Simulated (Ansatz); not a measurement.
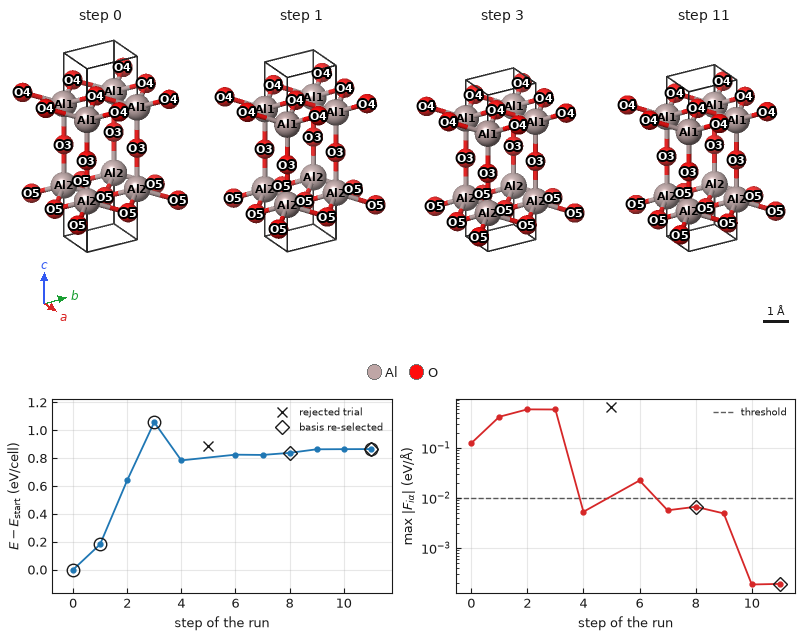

Frames of a relaxation of solid Al₂O₃ (set up in P-3m1), marked on the history of the run. The picture is a ball-and-stick view of the cell of the calculation, seen slightly off an axis.

The run lets cell and atoms move.

The calculation used Kohn-Sham DFT of a periodic cell, PBE, Ansatz PAW in Ansatz 0.2.0.

The input:
```yaml
crystal:
  lattice:
    - [3.017482544, 0.0, 0.0]
    - [-1.508741272, 2.6132165386, 0.0]
    - [0.0, 0.0, 7.5746360022]
  atoms:
    - { symbol: Al, position: [0.0, 0.0, 0.722049] }
    - { symbol: Al, position: [0.0, 0.0, 0.277951] }
    - { symbol: O, position: [0.0, 0.0, 0.5] }
    - { symbol: O, position: [0.6666666667, 0.3333333333, 0.800546] }
    - { symbol: O, position: [0.3333333333, 0.6666666667, 0.199454] }
hamiltonian:
  xc: pbe
  pseudopotentials: { kind: paw }
kpoints:
  mp_grid: { grid: [7, 7, 3] }
scf:
  occupations: { method: fermi_dirac, width: 0.05 }
output:
  forces: true
  stress: true
  eigenvalues: true
  write_density: true
  write_potential: true
  elf: true
  volumetric_format: npy
relax:
  f_tol: 0.01
  max_steps: 40
  cell: { stress_tol: 0.05, p_target: 30.0 }
```

Launched with:
```bash
ansatz run input.yaml --threads 2 --pin off --max-ram 5632MiB --backend cpu --events-out ev --progress --plain --runs-dir out
```

What happens along the run?

The energy rises by 0.866 eV per cell of the calculation in 8 accepted moves (11 points after the start). With the target pressure of 30 GPa, the enthalpy E + pV changes by −1.503 eV per cell of the calculation. Largest force component: 0.12 eV/Å at the start, 0.00019 eV/Å at the end. The pressure goes from −0.53 to 29.98 GPa. The line search rejected the trial step at point 5 of the run. At 2 points the geometry stayed and the basis and grid were re-selected for the new cell (energy shift of 14.9 meV per cell of the calculation at most each time). The largest moves relative to the cell, 0.26 Å, are those of O4 and O5. O4 goes along +c. By element the largest moves are O 0.26 Å, Al 0.17 Å. The volume changes by −21.2 %, with a = b 3.017 → 2.871 Å (−4.9 %), c 7.575 → 6.596 Å (−12.9 %). Some distances before and after: Al1–O4 1.841 → 1.764 Å, Al1–O3 1.682 → 1.638 Å. The space group stays P-3m1 (No. 164). From step 0 to 1: O atoms move most (0.12 Å), volume −10.6 %, energy +0.182 eV per cell of the calculation. From step 1 to 3: O atoms move most (0.20 Å), volume −13.4 %, energy +0.876 eV per cell of the calculation. From step 3 to 11: O atoms move most (0.06 Å), volume +1.9 %, energy −0.193 eV per cell of the calculation.

Limits of the set-up: layers or molecules are held without a dispersion correction, so their spacing is unreliable.
